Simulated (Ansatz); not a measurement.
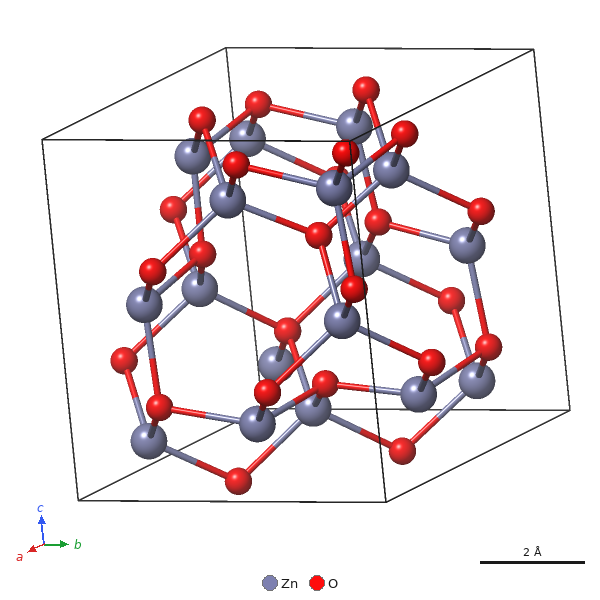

The image is a ball-and-stick drawing of a crystal, viewed slightly off an axis. The edges of the supercell are marked. The host is ZnO, in a cell of 36 sites, and the cell carries a charge of -2.

Name the defect and give its surroundings.

Answer. A zinc vacancy. Around the empty site lie four O at about 2.1 to 2.4 Å.

Computational set-up: Ansatz, DFT PBE, scalar-relativistic, plane waves, PAW, a 420 eV plane-wave basis, a 2×2×2 sampling of the Brillouin zone, Gaussian smearing of 0.01 eV, collinear spins.

Does the cell have a net magnetic moment?

Answer. No net moment.

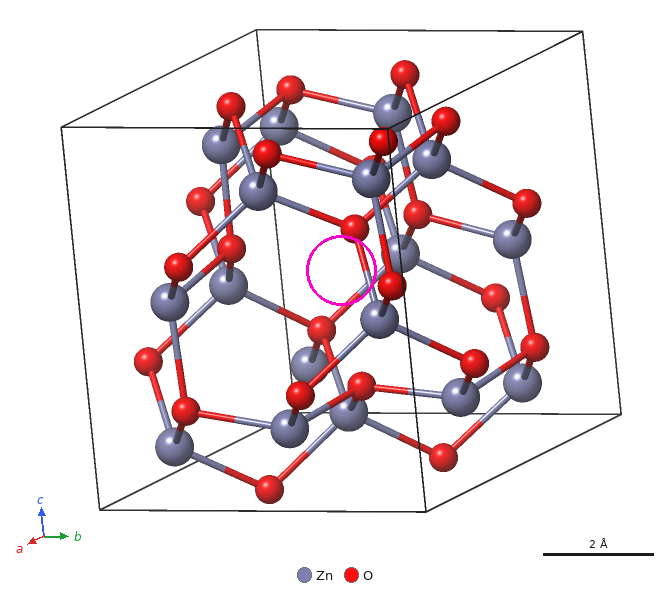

The same cell with a ring at the defect's site.

The atoms were relaxed in the host's cell with DFT PBE, scalar-relativistic, plane waves, PAW in Ansatz 0.2.0.
